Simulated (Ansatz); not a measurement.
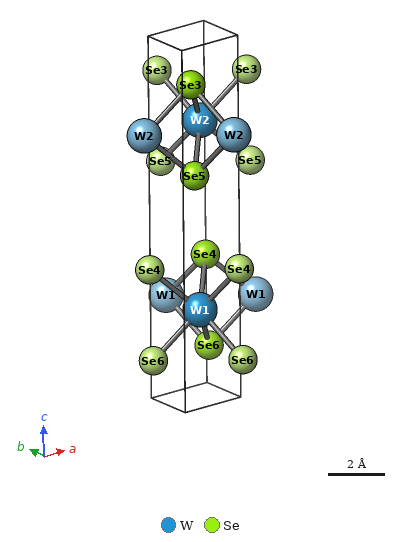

The structure as given in the input (ball-and-stick view of the cell of the calculation, set on other vectors, seen slightly off an axis; neighbours outside the cell are drawn fainter; atoms are numbered from 1 in the order of the input). An atom can appear more than once, as a periodic image. Near neighbours in the periodic cell (some may lie outside the picture): W has 6 Se at 2.52 Å; Se has 3 W at 2.52 Å.

# WSe$_{2}$: a changed input and its effect

System: WSe$_{2}$ (P-1, 6 atoms in the cell).
Method of run 1: DFT PBEsol, scalar-relativistic, plane waves, PAW, no spin polarisation (Ansatz 0.2.0).

The structure derives from an entry of the Crystallography Open Database. Text and figures count atoms from 1; the logs count them from 0 in places.

Input, run 1:
```yaml
crystal:
  lattice:
    - [-3.2711504052, 0.0, 0.0]
    - [-1.6355752026, -2.8328993505, 0.0]
    - [-0.654230081, 0.0, 13.2206689562]
  atoms:
    - { symbol: W, position: [0.1833333333, 0.3333333333, 0.75] }
    - { symbol: W, position: [0.6166666667, 0.6666666667, 0.25] }
    - { symbol: Se, position: [0.3086560971, 0.3333333333, 0.1233861811] }
    - { symbol: Se, position: [0.5419894304, 0.6666666667, 0.6233861811] }
    - { symbol: Se, position: [0.2580105696, 0.3333333333, 0.3766138189] }
    - { symbol: Se, position: [0.4913439029, 0.6666666667, 0.8766138189] }
basis:
  ecutwfc: 420
kpoints:
  mp_grid: { grid: [9, 9, 2] }
hamiltonian:
  xc: pbesol
scf:
  occupations: { method: gaussian, width: 0.05 }
output:
  forces: true
  stress: true
  eigenvalues: true
```

Launched with:
```bash
ansatz run input.yaml --threads 2 --pin off --max-ram 5120MiB --backend cpu --events-out ev --progress --plain --runs-dir out
```

Hardware: 2 threads of AMD EPYC (Zen 3), 64 GiB of memory available, shared host.

Output, shortened to warnings, some set-up lines, iterations and results (run 1):
```
Basis set: ecut = 420 eV, 2443 PW (Γ), exchange–correlation on 48×48×180 points (8 copies of the dense FFT grid, shifted against one another)
Symmetry: 2 space group operations
k-points: 82 of 162
Initial density: superposition of atomic densities (neutral atoms: chi_scale 0, normalization atom), corrected by the library's trained network
[...]
SCF iter   1: F=—  HF=-42213.506604 eV  |F-HF|=—  |Δ(HF+E_count)|=         —  Δρ=4.97e-3  dr2=2.28e-2  ethr=1.77e-3  ⟨swp⟩=6.2  Hψ=16384  notcnv=0  defer=5
SCF iter   2: F=—  HF=-42213.508932 eV  |F-HF|=—  |Δ(HF+E_count)|=   2.33e-3  Δρ=2.71e-3  dr2=3.14e-3  ethr=2.48e-5  ⟨swp⟩=2.4  Hψ=7914  notcnv=0  defer=141
SCF iter   3: F=—  HF=-42213.510590 eV  |F-HF|=—  |Δ(HF+E_count)|=   1.66e-3  Δρ=1.41e-3  dr2=8.97e-4  ethr=3.41e-6  ⟨swp⟩=2.4  Hψ=5640  notcnv=0  defer=78
SCF iter   4: F=—  HF=-42213.511334 eV  |F-HF|=—  |Δ(HF+E_count)|=   7.43e-4  Δρ=1.02e-4  dr2=2.42e-5  ethr=9.75e-7  ⟨swp⟩=2.0  Hψ=5830  notcnv=0  defer=78
SCF iter   5: F=—  HF=-42213.511343 eV  |F-HF|=—  |Δ(HF+E_count)|=   9.14e-6  Δρ=3.32e-5  dr2=2.00e-6  ethr=2.63e-8  ⟨swp⟩=2.0  Hψ=5645  notcnv=0  defer=78
SCF iter   6: F=—  HF=-42213.511345 eV  |F-HF|=—  |Δ(HF+E_count)|=   1.70e-6  Δρ=1.36e-5  dr2=6.29e-7  ethr=2.17e-9  ⟨swp⟩=2.0  Hψ=7972  notcnv=0  defer=78
SCF iter   7: F=—  HF=-42213.511345 eV  |F-HF|=—  |Δ(HF+E_count)|=   2.43e-7  Δρ=7.44e-6  dr2=3.91e-7  ethr=6.84e-10  ⟨swp⟩=2.0  Hψ=7799  notcnv=0  defer=78
SCF iter   8: F=-42213.511345 eV  HF=-42213.511345 eV  |F-HF|=5.47e-9  |Δ(HF+E_count)|=   2.61e-8  Δρ=2.54e-6  dr2=1.09e-8  ethr=1.09e-10  ⟨swp⟩=7.3  Hψ=18485  notcnv=0
SCF 1 converged in 8 iterations: F = -42213.511345 eV  dr2 = 1.09e-8
SCF converged after 8 iterations
Free energy (F): -42213.511345 eV
Harris-Foulkes:  -42213.511345 eV  (|F-HF|=5.47e-9)
Internal energy: -42213.511345 eV  (E = F + TS)
E sigma→0 (E₀):  -42213.511345 eV
Fermi energy:    13.152738 eV
--- Per-component energies (eV) ---
  E_band       = -1709.794251
  E_kinetic    = 1380.289228
  E_local      = -11757.005091  (includes V_loc(G=0)·N_el)
  E_nonlocal   = -2362.018854
  E_hartree    = 5643.598059
  E_xc         = -946.350544
  E_vxc        = -873.072432  (∫ρ·V_xc dr)
  E_paw        = -24344.641484  (= ΣΔE_a)
  E_vpaw       = 614.820082  (= ΣTr[D̂ρ^β])
  E_aug_tail   = -0.002557  (compensation charges beyond the density's cutoff)
  E_ewald      = -9831.857487
  E_core_change = 4.477386  (= ΣΔE_core)
  E_smearing   = -0.000000  (= −TS)
  E_closure    = -0.000000  (closes the sum)
  Σ components = -42213.511345   (vs F -42213.511345, Δ=0.00e0)
--- Forces (eV/Å), atoms counted from 1 ---
  atom   1  W     -0.02725805    -0.00830931    -0.00489758
  atom   2  W      0.02725805     0.00830931     0.00489758
  atom   3  Se     0.03756771     0.02052768     0.05039841
  atom   4  Se     0.00389162    -0.00016627    -0.00665582
  atom   5  Se    -0.00389162     0.00016627     0.00665582
  atom   6  Se    -0.03756771    -0.02052768    -0.05039841
  max |Σ_I F_I| component: 0.00e0 eV/Å
--- Stress (GPa, compression-positive) ---
        0.023311       0.037642       0.339932
        0.037642       0.095677       0.160367
        0.339932       0.160367       0.352289
  P = ⅓ Tr σ = 0.1571 GPa (1.571 kbar)
```

The input of run 2 differs as follows (lines with − go, lines with + come):
```diff
-    - [-0.654230081, 0.0, 13.2206689562]
+    - [-1.6355752026, 0.0, 13.2206689562]
-    - { symbol: W, position: [0.1833333333, 0.3333333333, 0.75] }
-    - { symbol: W, position: [0.6166666667, 0.6666666667, 0.25] }
-    - { symbol: Se, position: [0.3086560971, 0.3333333333, 0.1233861811] }
-    - { symbol: Se, position: [0.5419894304, 0.6666666667, 0.6233861811] }
-    - { symbol: Se, position: [0.2580105696, 0.3333333333, 0.3766138189] }
-    - { symbol: Se, position: [0.4913439029, 0.6666666667, 0.8766138189] }
+    - { symbol: W, position: [-0.0416666667, 0.3333333333, 0.75] }
+    - { symbol: W, position: [0.5416666667, 0.6666666667, 0.25] }
+    - { symbol: Se, position: [0.2716402428, 0.3333333333, 0.1233861811] }
+    - { symbol: Se, position: [0.3549735761, 0.6666666667, 0.6233861811] }
+    - { symbol: Se, position: [0.1450264239, 0.3333333333, 0.3766138189] }
+    - { symbol: Se, position: [0.2283597572, 0.6666666667, 0.8766138189] }
+  write_density: true
+  write_potential: true
+  elf: true
+  volumetric_format: npy
```

Predict how the results change.

With the same functional and potentials, run 2 lies 7.6 meV per atom higher. The pressure goes from 0.16 to 0.42 GPa. The largest force goes from 0.066 to 0.177 eV/Å. The SCF takes 7 iterations against 8. The plane waves at Γ go from 2443 to 2461.

Output, shortened to warnings, some set-up lines, iterations and results (run 2):
```
Warning: crystal.symmetry: narrowed to the stabiliser of the k-point mesh — unitary ops 4 → 2; excluded 2 operations that carry a point of the 9×9×2 mesh (shift [0, 0, 0]) off the mesh (the run samples exactly the mesh kpoints.mp_grid names, as under crystal.symmetry.detect: false, and its converged state has the mesh's symmetry, not the crystal's; ε∞, the Born charges and the force constants of …
Basis set: ecut = 420 eV, 2461 PW (Γ), exchange–correlation on 48×48×180 points (8 copies of the dense FFT grid, shifted against one another)
Symmetry: 2 space group operations
k-points: 82 of 162
Initial density: superposition of atomic densities (neutral atoms: chi_scale 0, normalization atom), corrected by the library's trained network
[...]
SCF iter   1: F=—  HF=-42213.461308 eV  |F-HF|=—  |Δ(HF+E_count)|=         —  Δρ=4.98e-3  dr2=2.43e-2  ethr=1.77e-3  ⟨swp⟩=6.3  Hψ=16713  notcnv=0  defer=4
SCF iter   2: F=—  HF=-42213.463552 eV  |F-HF|=—  |Δ(HF+E_count)|=   2.24e-3  Δρ=2.72e-3  dr2=3.17e-3  ethr=2.64e-5  ⟨swp⟩=2.2  Hψ=7406  notcnv=0  defer=129
SCF iter   3: F=—  HF=-42213.465187 eV  |F-HF|=—  |Δ(HF+E_count)|=   1.64e-3  Δρ=1.42e-3  dr2=9.29e-4  ethr=3.45e-6  ⟨swp⟩=2.7  Hψ=6441  notcnv=0  defer=129
SCF iter   4: F=—  HF=-42213.465926 eV  |F-HF|=—  |Δ(HF+E_count)|=   7.40e-4  Δρ=1.01e-4  dr2=2.02e-5  ethr=1.01e-6  ⟨swp⟩=2.0  Hψ=5752  notcnv=0  defer=129
SCF iter   5: F=—  HF=-42213.465932 eV  |F-HF|=—  |Δ(HF+E_count)|=   5.41e-6  Δρ=3.01e-5  dr2=2.21e-6  ethr=2.19e-8  ⟨swp⟩=2.0  Hψ=5739  notcnv=0  defer=129
SCF iter   6: F=—  HF=-42213.465933 eV  |F-HF|=—  |Δ(HF+E_count)|=   1.17e-6  Δρ=1.55e-5  dr2=1.92e-6  ethr=2.40e-9  ⟨swp⟩=2.0  Hψ=7671  notcnv=0  defer=129
SCF iter   7: F=-42213.465933 eV  HF=-42213.465933 eV  |F-HF|=7.52e-8  |Δ(HF+E_count)|=   4.08e-9  Δρ=6.30e-6  dr2=7.69e-8  ethr=1.09e-10  ⟨swp⟩=12.6  Hψ=32493  notcnv=0
SCF 1 converged in 7 iterations: F = -42213.465933 eV  dr2 = 7.69e-8
SCF converged after 7 iterations
Free energy (F): -42213.465933 eV
Harris-Foulkes:  -42213.465933 eV  (|F-HF|=7.52e-8)
Internal energy: -42213.465933 eV  (E = F + TS)
E sigma→0 (E₀):  -42213.465933 eV
Fermi energy:    13.179648 eV
--- Per-component energies (eV) ---
  E_band       = -1708.966905
  E_kinetic    = 1380.536776
  E_local      = -11761.763588  (includes V_loc(G=0)·N_el)
  E_nonlocal   = -2362.037934
  E_hartree    = 5646.285346
  E_xc         = -946.459936
  E_vxc        = -873.209246  (∫ρ·V_xc dr)
  E_paw        = -24344.585682  (= ΣΔE_a)
  E_vpaw       = 614.929015  (= ΣTr[D̂ρ^β])
  E_aug_tail   = -0.002556  (compensation charges beyond the density's cutoff)
  E_ewald      = -9829.915745
  E_core_change = 4.477386  (= ΣΔE_core)
  E_smearing   = -0.000000  (= −TS)
  E_closure    = -0.000000  (closes the sum)
  Σ components = -42213.465933   (vs F -42213.465933, Δ=0.00e0)
--- Forces (eV/Å), atoms counted from 1 ---
  atom   1  W      0.00006285    -0.02430018    -0.01631252
  atom   2  W     -0.00006285     0.02430018     0.01631252
  atom   3  Se    -0.00032330     0.06261641     0.16511297
  atom   4  Se    -0.00038266    -0.00062051    -0.01082290
  atom   5  Se     0.00038266     0.00062051     0.01082290
  atom   6  Se     0.00032330    -0.06261641    -0.16511297
  max |Σ_I F_I| component: 0.00e0 eV/Å
--- Stress (GPa, compression-positive) ---
        0.016444       0.000454       0.000454
        0.000454       0.268098       0.482045
        0.000454       0.482046       0.984275
  P = ⅓ Tr σ = 0.4229 GPa (4.229 kbar)
```

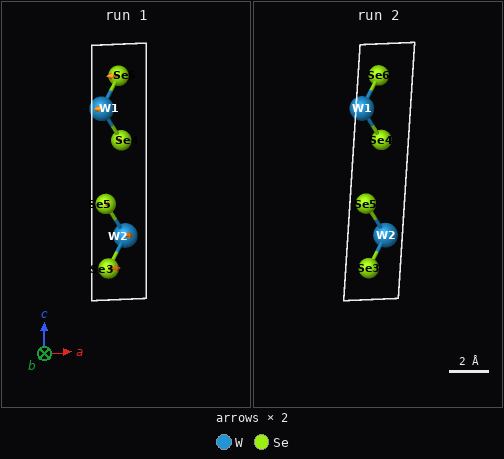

The two input geometries at one scale (ball-and-stick view of the cell of the calculation, along the b axis). The orange arrows on the first give the shifts of the atoms relative to the cell, with their mean removed, magnified 2 times. The largest moves relative to the cell, 0.37 Å, are those of Se3 and Se6. Largest moves by element: Se 0.37 Å, W 0.25 Å. (The mean shift of all atoms is removed.) The drawn cell changes at constant volume: a = b stay at 3.271 Å, c 13.237 → 13.321 Å (+0.6 %), α 88.6° → 86.5°, β 87.2° → 82.9°.

The two runs side by side:

```tsv
quantity	run 1	run 2
outcome	converged	converged
free energy per atom (eV)	−7035.5852	−7035.5777
gap on the mesh (eV)	1.12	1.12
pressure (GPa)	0.16	0.42
largest force (eV/Å)	0.066	0.177
SCF iterations	8	7
irreducible k-points	82	82
plane waves at Γ	2443	2461
wall time (shared host)	18 s	21 s
```

For both runs: Spin–orbit coupling is left out, which matters for W. For run 2: Warnings: the k-point mesh lowers the symmetry that the run can use.
